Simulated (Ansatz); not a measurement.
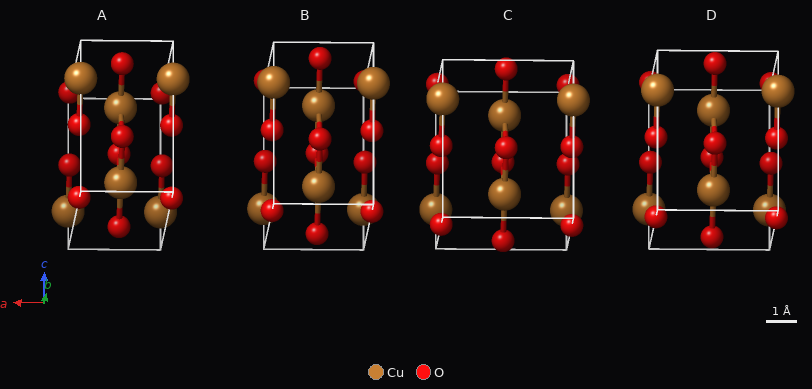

4 geometries from one relaxation of a crystal of CuO2 (set up in Cmcm) (coarse preliminary run), in shuffled order. A ball-and-stick model of the conventional cell (2 times the calculation's cell), seen from a free direction. Lengths and directions refer to the drawn axes.

Case: 2 of 2 Li taken out, relaxed.

Computed with Ansatz, DFT PBE+U+D3(BJ), scalar-relativistic, plane waves, PAW. (plane-wave cutoff 420 eV; k-point mesh 6 × 6 × 4; occupations gaussian; smearing width 0.1 eV; U Cu 4.0 eV; collinear spin; cell and atoms relaxed; force threshold 0.0325 eV/Å; at most 70 steps)

Order the frames from highest to lowest energy.

Answer. A, B, D, C. They are steps 0, 6, 22, 36, at +205 meV per atom, +129 meV per atom, +75.3 meV per atom relative to the last. The largest moves relative to the cell, 0.54 Å, are those of O atoms. Largest moves by element: O 0.54 Å, Cu 0.02 Å. The volume changes by −19.3 %, with a 3.150 → 4.455 Å (+41.4 %), b 10.053 → 5.493 Å (−45.4 %), c 5.242 → 5.472 Å (+4.4 %). Near-neighbour distances that change, for instance: Cu–Cu 2.622 → 2.736 Å, Cu–O 1.832 → 1.845 Å. Bond angles that change, for instance: O–Cu–O 87.2° → 95.7°, Cu–O–Cu 91.2° → 95.7°, O–Cu–O 88.8° → 84.3°. The space group (tolerance 0.01 Å) goes from Cmcm (No. 63) to Cmmm (No. 65). Over 28 accepted moves (36 points after the start) the energy falls by 205 meV per atom. The largest force component goes from 0.75 to 0.0035 eV/Å. The pressure goes from −0.96 to 0.09 GPa. The line search rejected the trial steps at points 14, 16, 27 of the run. At 5 points the geometry stayed and the basis and grid were re-selected for the new cell (energy shift of 10.5 meV per atom at most each time). The program noted that the starting moments weren't kept.
